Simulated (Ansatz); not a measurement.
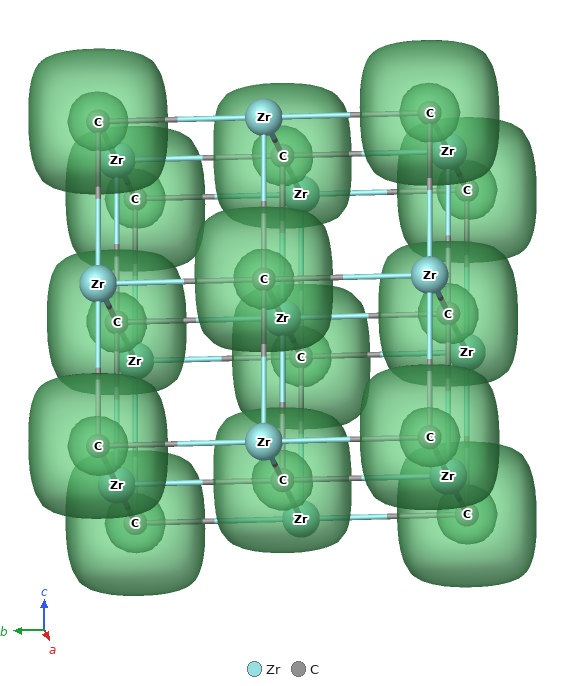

ZrC. Isosurface of the electron localisation function at 0.6 (green), seen at an oblique angle. Core shells and regions of very low density are left out. Sticks mark near contacts.

Space group Fm-3m; computed pressure about −15 GPa in this cell.

Level of theory: Kohn-Sham DFT of a periodic cell, r2SCAN with rVV10, Ansatz PAW in Ansatz.

In a PAW calculation such maps are meaningful between the atoms, not at the nuclei.

Input file:

```
crystal:
  lattice:
    - [0.0, 2.411384325, 2.411384325]
    - [2.411384325, 0.0, 2.411384325]
    - [2.411384325, 2.411384325, 0.0]
  atoms:
    - { symbol: Zr, position: [0.5, 0.5, 0.5] }
    - { symbol: C, position: [0.0, 0.0, 0.0] }
hamiltonian:
  xc: r2scan
  pseudopotentials: { kind: paw }
  dispersion: rvv10
kpoints:
  mp_grid: { grid: [10, 10, 10] }
scf:
  occupations: { method: fermi_dirac, width: 0.05 }
output:
  forces: true
  stress: true
  eigenvalues: true
  write_density: true
  write_potential: true
  elf: true
  volumetric_format: npy
```

Launched as:

```sh
ansatz run input.yaml --threads 2 --pin off --max-ram 5120MiB --backend cpu --events-out ev --progress --plain --runs-dir out
```

Below, planes, directions and counts refer to the conventional cell (a = 4.82 Å, b = 4.82 Å, c = 4.82 Å, α = 90.00°, β = 90.00°, γ = 90.00°).

> What do the ELF domains correspond to?

The surface consists of four regions wrapped around C (the valence shell of each), counted in one cell of 8 atoms. Any copies at cell faces, edges or corners count once.

Values along the shortest contacts:
Zr–C (2.41 Å): the ELF peaks at about 0.80 in the valence shell of C, 0.7 Å from its nucleus, and is about 0.25 at the midpoint (no localised pair shows between them).

> Metal or insulator at this level of theory?

It is gapless in this calculation (a metal or semimetal).
